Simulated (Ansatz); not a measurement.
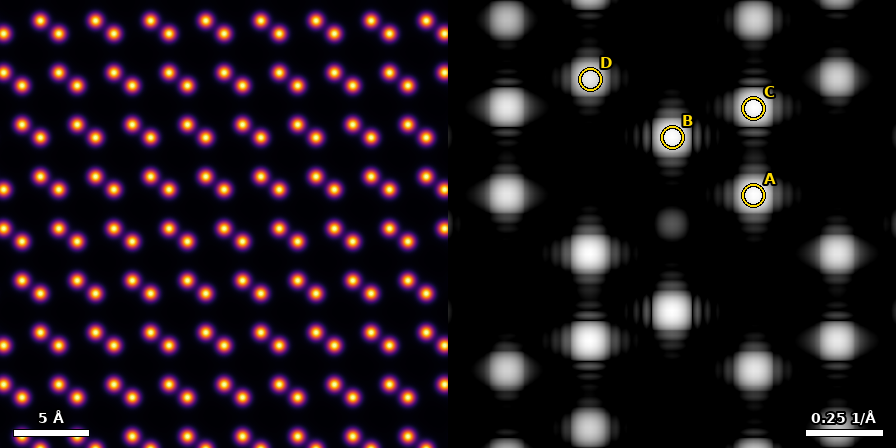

Dark-field STEM-like image of a crystal. Simulated incoherent Z contrast: every atom adds Z^1.7 spread by a probe of 0.76 Å full width; channelling and multiple scattering are left out. The probe carries 15 % of its weight in a tail 2.5 times as wide.

The right panel is the modulus of the image's Fourier transform on a logarithmic scale.

> Which lattice spacings do the marked spots stand for, and what angle do A and B enclose?

A: 3.5 Å, B: 3.5 Å, C: 2.1 Å, D: 1.8 Å; A and B enclose about 71°.

The crystal is Al (Fd-3m, No. 227) along [110]; the spots are (1 -1 1), (1 -1 -1), (2 -2 0) and (1 -1 -3). Structure: the geometry relaxed with DFT, r2SCAN, plane waves (500 eV) with PAW, scalar-relativistic (Ansatz); the starting structure was generated, so it need not be a known form of this composition.
